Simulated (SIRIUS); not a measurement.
# BN: 7 runs along one coordinate

System: BN (2 atoms in the cell).
Method: Kohn-Sham DFT of a periodic cell, PBEsol, dojo-sr-pbesol-0.4.1-standard, no spin polarisation (SIRIUS 7.12.0).

The 7 runs differ only in the geometry, by an even scaling of the cell at fixed fractional positions. The structure derives from a Materials Project entry.

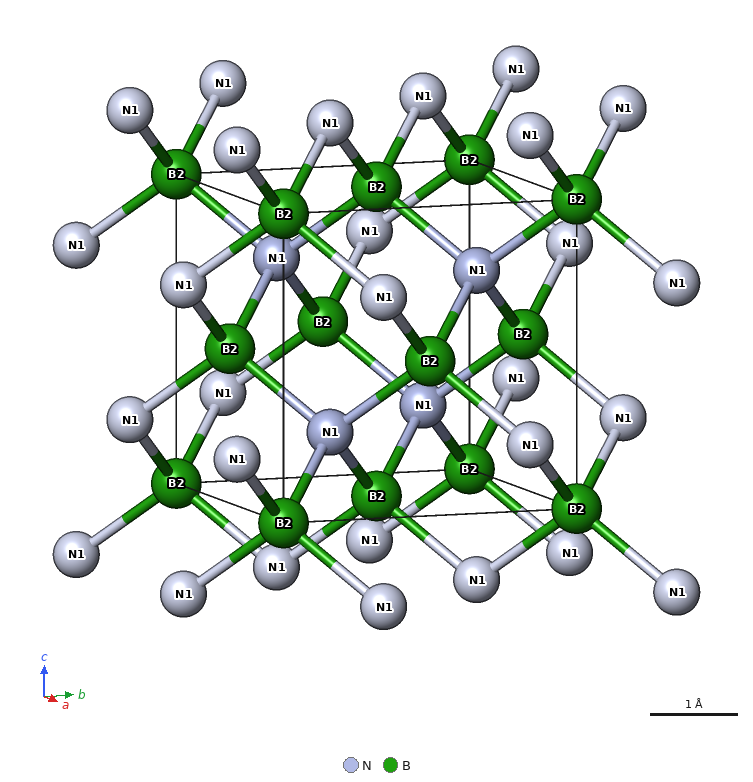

Figure 1. The structure of run 4 (ball-and-stick view of the cell 4 times as large as that of the calculation, set on its symmetry axes, seen slightly off an axis; neighbours outside the cell are drawn fainter; atoms are numbered from 1 in the order of the input). An atom can appear more than once, as a periodic image.

**Input of run 4**
```
{
  "control": {
    "processing_unit": "cpu",
    "verbosity": 2,
    "num_bands_to_print": 10,
    "print_forces": true,
    "print_stress": true
  },
  "parameters": {
    "electronic_structure_method": "pseudopotential",
    "xc_functionals": ["XC_GGA_X_PBE_SOL", "XC_GGA_C_PBE_SOL"],
    "gk_cutoff": 9.2,
    "pw_cutoff": 18.4,
    "ngridk": [13, 13, 13],
    "shiftk": [0, 0, 0],
    "smearing": "fermi_dirac",
    "smearing_width": 0.0018374661,
    "num_bands": 10,
    "num_mag_dims": 0,
    "num_dft_iter": 100,
    "energy_tol": 1e-08,
    "density_tol": 1e-06
  },
  "iterative_solver": {
    "type": "davidson",
    "min_tolerance": 1e-10
  },
  "mixer": {
    "type": "anderson",
    "beta": 0.7,
    "max_history": 8
  },
  "settings": {
    "tol_ne": 1e-10,
    "pseudo_grid_cutoff": 6.5
  },
  "unit_cell": {
    "lattice_vectors": [
      [0.0, 3.426075353673, 3.426075353673],
      [3.426075353673, 0.0, 3.426075353673],
      [3.426075353673, 3.426075353673, 0.0]
    ],
    "atom_coordinate_units": "lattice",
    "atom_types": ["N", "B"],
    "atom_files": {
      "N": "N.json",
      "B": "B.json"
    },
    "atoms": {
      "N": [
        [0.25, 0.25, 0.25]
      ],
      "B": [
        [0.0, 0.0, 0.0]
      ]
    }
  }
}
```

Command:
```bash
upf_to_json N.upf
upf_to_json B.upf
OMP_NUM_THREADS=1 sirius.scf --input=sirius.json --output=out.json --task=0
```

Run 2 differs from it as follows:
```diff
-      [0.0, 3.426075353673, 3.426075353673],
-      [3.426075353673, 0.0, 3.426075353673],
-      [3.426075353673, 3.426075353673, 0.0]
+      [0.0, 3.379771361938, 3.379771361938],
+      [3.379771361938, 0.0, 3.379771361938],
+      [3.379771361938, 3.379771361938, 0.0]
```

**Results, with one run withheld**

| run | volume per atom (Å³) | free energy per atom, from the lowest run given (meV) | pressure (GPa) | gap on the mesh (eV) |
| --- | --- | --- | --- | --- |
| 1 | 5.602 | 15.56 | 19.54 | 4.48 |
| 2 | 5.721 | ? | ? | ? |
| 3 | 5.840 | 0.00 | 1.91 | 4.43 |
| 4 | 5.959 | 1.46 | −5.72 | 4.41 |
| 5 | 6.078 | 8.33 | −12.67 | 4.38 |
| 6 | 6.198 | 20.14 | −18.99 | 4.35 |
| 7 | 6.317 | 36.44 | −24.75 | 4.33 |

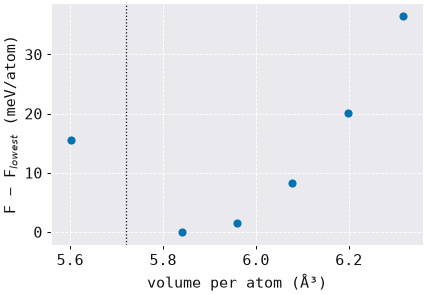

Figure 2. Free energy per atom of the runs given; the dotted line marks run 2.

Fit the runs given and predict run 2.

A cubic polynomial in V^(−2/3) (the Birch–Murnaghan form), fitted to the 6 runs given, misses them by at most 0.03 meV per atom. With x = V^(−2/3) − 0.30315 Å⁻², it reads F = 2.7966 − 1413.1 x + 1.6901e+05 x² − 73142 x³ (meV per atom). At run 2 it gives 4.51 meV per atom, and the run itself gives 4.50. The slope of the fit gives a pressure −dF/dV of 10.32 GPa there, and the run prints 10.31 GPa. The fit has its minimum at 5.869 Å³ per atom, where V d²F/dV² gives 385 GPa: the bulk modulus at this level, since symmetry fixes the shape and the positions. The gap on the mesh goes, without turning, from 4.48 eV in run 1 to 4.33 eV in run 7; run 2 has 4.46 eV. These are gaps of this functional on this mesh, which can miss the band edges; they aren't the measured gap.

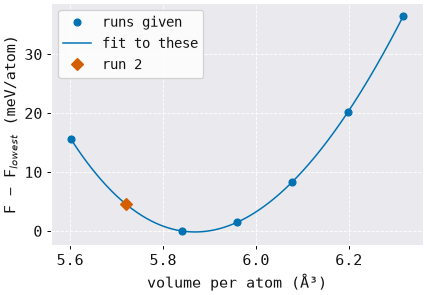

Figure 3. The fit and the withheld run.

**Some lines of the output (run 2)**
```
[...]
[find] band gap (eV)                  :       4.45790335
[find] Efermi                         :       0.51818233
[find] Total energy                   :     -13.37175288 (Ha),     -26.74350575 (Ry)
[find] Free energy (E-TS)             :     -13.37175288 (Ha),     -26.74350575 (Ry)
[find] band gap (eV)                  :       4.45805454
[find] Efermi                         :       0.51818300
[find] Total energy                   :     -13.37175288 (Ha),     -26.74350576 (Ry)
[find] Free energy (E-TS)             :     -13.37175288 (Ha),     -26.74350576 (Ry)
[find] band gap (eV)                  :       4.45805236
[find] Efermi                         :       0.51818319
[find] band gap (eV)                  :       4.45804049
[find] Efermi                         :       0.51818308
[find] band gap (eV)                  :       4.45802998
[find] Efermi                         :       0.51818311
```
